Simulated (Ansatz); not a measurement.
GeS (space group Pnma, No. 62). Coordinates: a calculation's input that goes back to an entry of the Crystallography Open Database (an earlier step may have relaxed or displaced it).

```xyz
8
Lattice="10.4400 0.0000 0.0000 0.0000 3.6500 0.0000 0.0000 0.0000 4.3000" Properties=species:S:1:pos:R:3 pbc="T T T"
Ge    1.2632    0.9125    0.4558
Ge    9.1768    2.7375    3.8442
Ge    3.9568    2.7375    2.6058
Ge    6.4832    0.9125    1.6942
S     8.8949    0.9125    2.1629
S     1.5451    2.7375    2.1371
S     6.7651    2.7375    0.0129
S     3.6749    0.9125    4.2871
```

Describe how the polyhedra about Ge are linked (bonds: Ge–S below 2.8 Å).

Ge: GeS3 trigonal pyramid, sharing corners with six neighbours.

They form layers of corner-sharing trigonal pyramids parallel to (100).

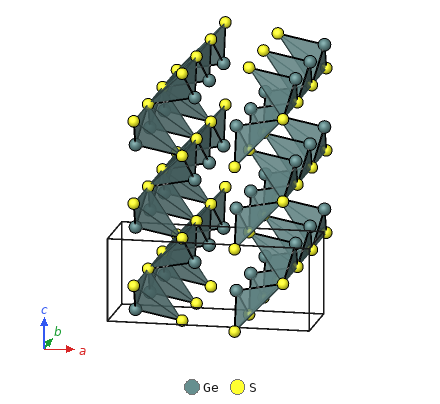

Polyhedra are drawn about Ge (bonds: Ge–S below 2.8 Å); other atoms are plain spheres.
